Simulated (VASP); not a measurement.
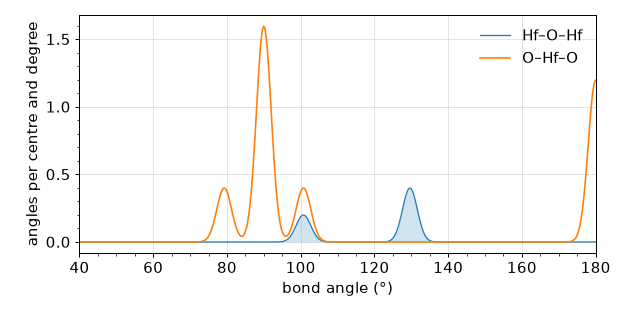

Bond-angle distributions computed from the structure of HfO2; each angle is a Gaussian of σ = 2.0°. Bonds counted: Hf–O up to 2.66 Å. Structure used: a cell listed in the Materials Project, as set up for an electronic-structure calculation.

Give the groups of angles for each curve.

Answer. Hf–O–Hf: 101° (1 per centre); 130° (2 per centre)
O–Hf–O: 79° (2 per centre); 90° (8 per centre); 101° (2 per centre); 180° (3 per centre)

The structure has space group P4_2/mnm (No. 136); other forms of this composition would give other results.
